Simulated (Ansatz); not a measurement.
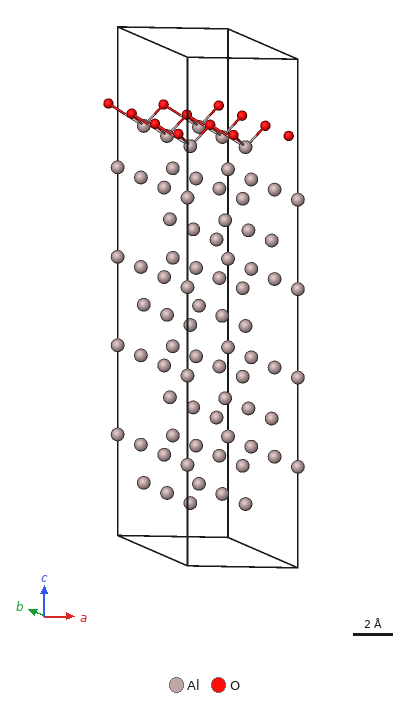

The structure as given in the input (ball-and-stick view of the 2 × 3 repeat of the cell, with the vacuum cut short, seen slightly off an axis; bonded neighbours outside the cell are drawn too). An atom can appear more than once, as a periodic image.

## Al9O: single-point calculation

Al9O (slab, 10 atoms in the cell), computed with DFT, PBE, plane waves, PAW, PAW set soft_1, no spin polarisation (Ansatz 0.2.0).

The structure derives from a Materials Project entry. Figures and captions count atoms from 1; the log counts them from 0 in places.

Output:
```
Engine: ansatz 0.2.0, x86_64-unknown-linux-gnu
Pseudopotentials: kind: paw
Pseudopotential: Al, paw, valence charge 3, recommended cutoff 420 eV (normal), [file]
Pseudopotential: O, paw, valence charge 6, recommended cutoff 420 eV (normal), [file]
Functional definition: PBE
  parameter kappa = 0.804
  parameter beta = 0.06672455060314922
  exchange = pbe_x(kappa = kappa, mu = beta*pi^2/3)
  correlation = pbe_c(beta = beta)
Crystal: 10 atoms, lattice volume = 241.598 Å³
Basis set: ecut = 420 eV, 4735 PW (Γ), exchange–correlation on 40×40×480 points (8 copies of the dense FFT grid, shifted against one another)
Bands: 27, of which v1, the nominal top of the filled ones, is band 17 counted from 1 (16 counted from 0)
Symmetry: 1 space group operations
Space group: P1 (ITA 1), of the structure as read, at distance tolerance 6.2e-5 Å
k-points: 41 of 81 (time reversal used)
Non-local potential: Al, projectors of the file, l = 0: 2, l = 1: 2, l = 2: 1
Non-local potential: O, projectors of the file, l = 0: 2, l = 1: 2, l = 2: 1
PAW form: soft (Blöchl's): semilocal exchange-correlation on the pseudo side does not see the compensation charge
PAW one-centre angular grid: Al, 110 points (default); XC on 64 Gauss nodes
PAW one-centre angular grid: O, 110 points (default); XC on 64 Gauss nodes
Initial density: superposition of atomic densities (neutral atoms: chi_scale 0, normalization atom)
Initial wavefunctions: pseudopotential atomic-orbital guess
Functional: x = pbe(κ = 0.804, μ = 0.2195149727645171), c = pbe(β = 0.06672455060314922)
SCF iter   1: F=—  HF=-5407.659517 eV  |F-HF|=—  |Δ(HF+E_count)|=         —  Δρ=5.84e-2  dr2=2.24e1  ethr=3.10e-3  p=0.000 e·Å  D=9.84e-8 V/Å  ΔV_dip=-0.00 eV  dr2_dipole=2.40e1  V_vac-E_F(+/−)=6.92/6.92 eV  ⟨swp⟩=9.3  Hψ=7561  notcnv=0  defer=3
efield: sawtooth ramp at fractional position 0.8848 (placed from the atoms, in the widest stretch of the axis that holds none; the zero of the levels goes with the place), width 0.0400; the density the first Hamiltonian is built on has a dipole p = 0.000 e·Å; the dipole correction subtracts the counter field D = 9.84e-8 V/Å, which shifts the + side's vacuum level by -0.00 eV against the − side's; the planar-averaged density in the ramp window peaks in size at 7.5e-7 e/Å³
preconditioner: auto → LDOS  [metal: Δε(μ)=0.025 eV  Ē_g=8.007 eV  σ=0.100 eV  W_gap=0.14  n_scr=20 (ndim 8)  ℏωp=13.3 eV  f_vac=0.303  D(μ)=4.38/eV (n_scr^D=18)  β→1.0]
SCF iter   2: F=—  HF=-5409.419140 eV  |F-HF|=—  |Δ(HF+E_count)|=    1.76e0  Δρ=1.27e-1  dr2=2.23e2  ethr=3.10e-3  p=-0.217 e·Å  D=-1.63e-1 V/Å  ΔV_dip=5.58 eV  dr2_dipole=2.05e2  V_vac-E_F(+/−)=8.04/2.46 eV  ⟨swp⟩=5.1  Hψ=3739  notcnv=0  defer=177  recentre
SCF iter   3: F=—  HF=-5405.725264 eV  |F-HF|=—  |Δ(HF+E_count)|=    3.69e0  Δρ=2.93e-2  dr2=9.67e0  ethr=3.10e-3  p=-0.018 e·Å  D=-1.33e-2 V/Å  ΔV_dip=0.45 eV  dr2_dipole=1.19e1  V_vac-E_F(+/−)=6.29/5.83 eV  ⟨swp⟩=3.8  Hψ=3343  notcnv=0  defer=171
SCF iter   4: F=—  HF=-5405.006381 eV  |F-HF|=—  |Δ(HF+E_count)|=   7.19e-1  Δρ=1.32e-2  dr2=2.49e0  ethr=3.10e-3  p=-0.074 e·Å  D=-5.51e-2 V/Å  ΔV_dip=1.89 eV  dr2_dipole=2.01e0  V_vac-E_F(+/−)=6.13/4.24 eV  ⟨swp⟩=2.6  Hψ=2201  notcnv=0  defer=180
SCF iter   5: F=—  HF=-5404.876792 eV  |F-HF|=—  |Δ(HF+E_count)|=   1.30e-1  Δρ=5.15e-3  dr2=8.70e-1  ethr=3.10e-3  p=-0.091 e·Å  D=-6.85e-2 V/Å  ΔV_dip=2.35 eV  dr2_dipole=6.63e-1  V_vac-E_F(+/−)=6.46/4.12 eV  ⟨swp⟩=1.2  Hψ=1427  notcnv=0  defer=187
SCF iter   6: F=—  HF=-5404.817165 eV  |F-HF|=—  |Δ(HF+E_count)|=   5.96e-2  Δρ=9.07e-4  dr2=1.13e-2  ethr=2.64e-3  p=-0.134 e·Å  D=-1.00e-1 V/Å  ΔV_dip=3.44 eV  dr2_dipole=1.68e-3  V_vac-E_F(+/−)=7.49/4.06 eV  ⟨swp⟩=2.3  Hψ=1091  notcnv=0  defer=189
SCF iter   7: F=—  HF=-5404.826777 eV  |F-HF|=—  |Δ(HF+E_count)|=   9.61e-3  Δρ=2.20e-3  dr2=1.16e-1  ethr=3.42e-5  p=-0.140 e·Å  D=-1.05e-1 V/Å  ΔV_dip=3.58 eV  dr2_dipole=1.03e-1  V_vac-E_F(+/−)=7.61/4.03 eV  ⟨swp⟩=2.9  Hψ=2513  notcnv=0  defer=190
SCF iter   8: F=—  HF=-5404.819733 eV  |F-HF|=—  |Δ(HF+E_count)|=   7.04e-3  Δρ=2.58e-4  dr2=1.55e-3  ethr=3.42e-5  p=-0.129 e·Å  D=-9.69e-2 V/Å  ΔV_dip=3.32 eV  dr2_dipole=1.32e-3  V_vac-E_F(+/−)=7.39/4.07 eV  ⟨swp⟩=2.1  Hψ=1451  notcnv=0  defer=190
SCF iter   9: F=—  HF=-5404.819706 eV  |F-HF|=—  |Δ(HF+E_count)|=   2.65e-5  Δρ=2.10e-4  dr2=1.16e-3  ethr=4.70e-6  p=-0.130 e·Å  D=-9.70e-2 V/Å  ΔV_dip=3.32 eV  dr2_dipole=9.78e-4  V_vac-E_F(+/−)=7.40/4.08 eV  ⟨swp⟩=1.4  Hψ=1510  notcnv=0  defer=190
SCF iter  10: F=—  HF=-5404.819619 eV  |F-HF|=—  |Δ(HF+E_count)|=   8.76e-5  Δρ=2.26e-5  dr2=2.35e-6  ethr=3.52e-6  p=-0.128 e·Å  D=-9.60e-2 V/Å  ΔV_dip=3.29 eV  dr2_dipole=6.62e-7  V_vac-E_F(+/−)=7.37/4.08 eV  ⟨swp⟩=2.0  Hψ=1247  notcnv=0  defer=190
SCF iter  11: F=—  HF=-5404.819643 eV  |F-HF|=—  |Δ(HF+E_count)|=   2.41e-5  Δρ=9.39e-6  dr2=6.63e-7  ethr=7.13e-9  p=-0.128 e·Å  D=-9.60e-2 V/Å  ΔV_dip=3.29 eV  dr2_dipole=3.21e-7  V_vac-E_F(+/−)=7.37/4.08 eV  ⟨swp⟩=3.5  Hψ=2274  notcnv=0  defer=190
SCF iter  12: F=-5404.819643 eV  HF=-5404.819643 eV  |F-HF|=1.35e-9  |Δ(HF+E_count)|=   2.36e-8  Δρ=1.57e-6  dr2=2.03e-8  ethr=3.03e-10  p=-0.128 e·Å  D=-9.60e-2 V/Å  ΔV_dip=3.29 eV  dr2_dipole=2.82e-10  V_vac-E_F(+/−)=7.37/4.08 eV  ⟨swp⟩=18.2  Hψ=9279  notcnv=0
SCF 1 converged in 12 iterations: F = -5404.819643 eV  dr2 = 2.03e-8
  greatest PAW one-centre occupation: 0.875 electrons in one spin orbital (limit 2), on the O atom at site 9 (counted from 0), in its partial waves of l = 0
```

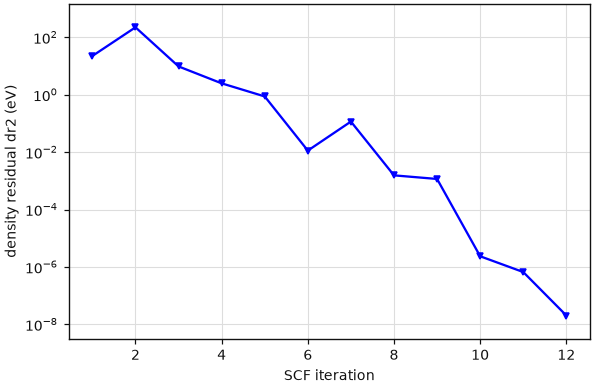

Convergence of the self-consistent field: density residual dr2 against the SCF iteration. The residual falls unevenly and jumps up by a factor of two or more 2 times on the way down.

```
SCF converged after 12 iterations
Free energy (F): -5404.819643 eV
Harris-Foulkes:  -5404.819643 eV  (|F-HF|=1.35e-9)
Internal energy: -5404.793525 eV  (E = F + TS)
E sigma→0 (E₀):  -5404.806584 eV
Entropy (-TS):   -0.026118 eV (-2.612 meV/atom)
Fermi energy:    2.963858 eV
Dipole field:    D = -0.096018 V/Å  (p = -0.128198 e·Å, saw-weighted, corrected)
Work function:   Φ+ = 7.3708 eV   Φ− = 4.0812 eV
Levels:          The Fermi level and band energies are counted from a zero that moves with the ramp; work functions are not
--- Per-component energies (eV) ---
  E_band       = -72.053917
  E_kinetic    = 372.815214
  E_local      = -8784.147745  (includes V_loc(G=0)·N_el)
  E_nonlocal   = 142.797523
  E_hartree    = 4310.215337
  E_xc         = -410.498595
  E_vxc        = -353.372285  (∫ρ·V_xc dr)
  E_paw        = -4387.584967  (= ΣΔE_a)
  E_vpaw       = -74.983775  (= ΣTr[D̂ρ^β])
  E_aug_tail   = 0.000745  (compensation charges beyond the density's cutoff)
  E_efield     = 0.006155  (sawtooth field / dipole correction)
  E_vefield    = 4.404432  (∫n·V_field dr)
  E_ewald      = 3351.602810
  E_smearing   = -0.026118  (= −TS)
  E_closure    = -0.000000  (closes the sum)
  Σ components = -5404.819643   (vs F -5404.819643, Δ=0.00e0)
--- Forces (eV/Å), atoms counted from 1 ---
  atom   1  Al    -0.00224432     0.00027788    -0.06894663
  atom   2  Al     0.00308888    -0.00096181     0.03990402
  atom   3  Al     0.00165353     0.00088878    -0.04677648
  atom   4  Al    -0.00092866     0.00079391     0.02603878
  atom   5  Al     0.00504798     0.00201894     0.01115000
  atom   6  Al    -0.02030413    -0.00109284     0.12217123
  atom   7  Al     0.00303442    -0.00122371    -0.16737300
  atom   8  Al     0.11536469    -0.00196162     0.05993524
  atom   9  Al    -4.41081074    -3.48442866     0.02327926
  atom  10  O      4.30609821     3.48568855     0.00058649
  max |Σ_I F_I| component: 3.11e-5 eV/Å
--- Band table (eV; the first three rows and the last of 41) ---
  k-point 0: bands = ["-16.3043", "-8.0816", "-7.8108", "-7.4282", "-6.8345", "-6.0934", "-5.2501", "-4.2559", "-3.1640", "-1.9634", "-0.8551", "0.1174", "0.4639", "1.2351", "1.8338", "3.3345", "4.8509", "6.2131", "7.1762", "8.1752", "9.1157", "10.1913", "10.2309", "11.5234", "12.1250", "13.3681", "13.7304"]
  k-point 1: bands = ["-16.1960", "-7.7833", "-7.5137", "-7.1328", "-6.5414", "-5.8044", "-4.9667", "-3.9789", "-2.8978", "-1.7059", "-0.6244", "-0.2899", "0.6728", "1.0092", "2.1008", "3.6173", "5.1442", "6.5108", "7.4776", "8.4720", "9.3774", "10.1113", "10.1818", "10.4051", "10.5501", "10.7816", "11.1714"]
  k-point 2: bands = ["-15.9078", "-6.8923", "-6.6266", "-6.2517", "-5.6684", "-4.9473", "-4.1321", "-3.1738", "-2.1503", "-1.2998", "-0.9286", "0.0622", "0.6253", "1.4252", "2.8340", "4.3435", "5.7792", "5.9759", "6.3651", "6.6529", "7.2097", "7.4724", "7.8423", "8.4130", "8.6037", "9.4110", "9.4918"]
  k-point 40: bands = ["-15.3631", "-4.2574", "-4.0319", "-3.7293", "-3.3290", "-2.8829", "-2.2585", "-1.5881", "-0.8549", "-0.0726", "-0.0436", "0.6550", "1.2212", "1.2831", "1.5788", "1.9086", "2.5353", "2.9622", "3.6878", "3.8221", "4.6722", "5.0999", "5.5902", "6.0398", "6.3078", "6.4927", "6.9387"]
```

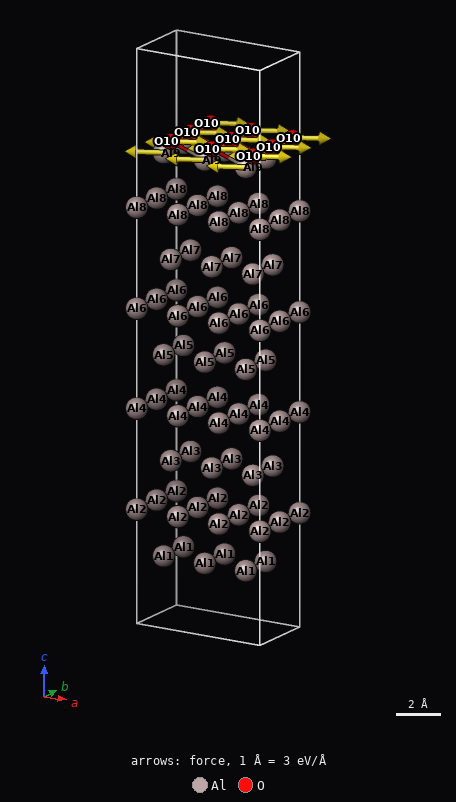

Forces on the atoms as yellow arrows (ball-and-stick view of the 3 × 2 repeat of the cell, with the vacuum cut short, seen slightly off an axis; atoms are numbered from 1 in the order of the input); the smallest are left out. The largest act on Al9 (5.62 eV/Å); O10 (5.54 eV/Å). The geometry is not a stationary point of this energy.

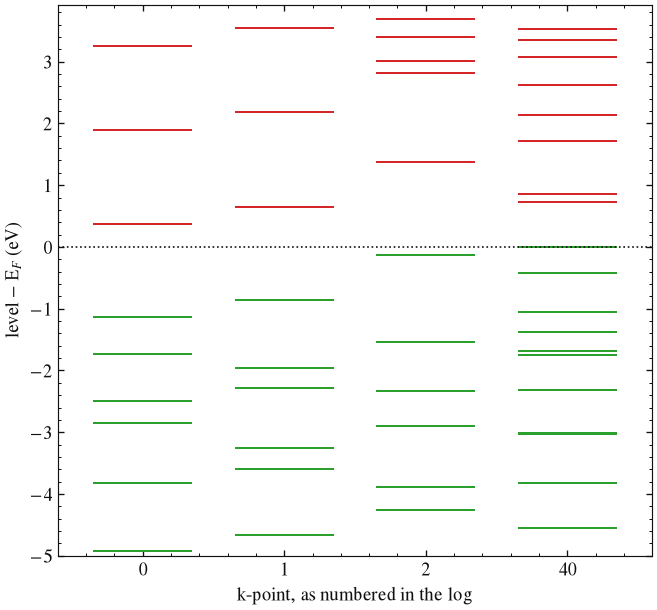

Kohn–Sham levels near the Fermi level (dotted) at the few k-points that the log prints; levels within 0.02 eV of each other stand side by side. The system is metallic on the full mesh.

This output came from the following input.

Input:
```yaml
crystal:
  lattice:
    - [2.8535431555, 0.0, 0.0]
    - [-1.4267715777, 2.4712408634, 0.0]
    - [0.0, 0.0, 34.2605579378]
  atoms:
    - { symbol: Al, position: [0.3333333333, 0.6666666667, 0.116752331] }
    - { symbol: Al, position: [0.0, 0.0, 0.1852090283] }
    - { symbol: Al, position: [0.6666666667, 0.3333333333, 0.2536657256] }
    - { symbol: Al, position: [0.0, 0.0, 0.3221224229] }
    - { symbol: Al, position: [0.3333333333, 0.6666666667, 0.3899858424] }
    - { symbol: Al, position: [0.0, 0.0, 0.457816857] }
    - { symbol: Al, position: [0.6666666667, 0.3333333333, 0.5268325032] }
    - { symbol: Al, position: [0.0, 0.0, 0.5950901729] }
    - { symbol: Al, position: [0.3333333333, 0.6666666667, 0.6643370484] }
    - { symbol: O, position: [0.8333333333, 1.0, 0.6927499246] }
basis:
  ecutwfc: 420
kpoints:
  mp_grid: { grid: [9, 9, 1] }
hamiltonian:
  xc: pbe
  pseudopotentials: { kind: paw, azcp: { folder: soft_1 } }
scf:
  occupations: { method: gaussian, width: 0.1 }
output:
  forces: true
  eigenvalues: true
efield:
  axis: 3
  dipole_correction: true
  ramp_width: 0.04
```

Launch command:
```bash
ansatz run input.yaml --threads 1 --pin off --max-ram 3072MiB --backend cpu --events-out ev --progress --plain --runs-dir out
```

Results in brief:

```tsv
quantity	value
outcome	converged
electrons treated	33
free energy	−5404.8196 eV
Fermi energy	2.964 eV
gap on the k-point mesh	none (metallic)
largest force (length of the vector)	5.621 eV/Å
hardware	1 thread of Intel Xeon (Sapphire Rapids), 16 GiB of memory available, shared host
wall time	16 s
peak memory	0.56 GiB
```

The cell holds an odd number of electrons but the run has no spin polarisation, so a band is left half filled.
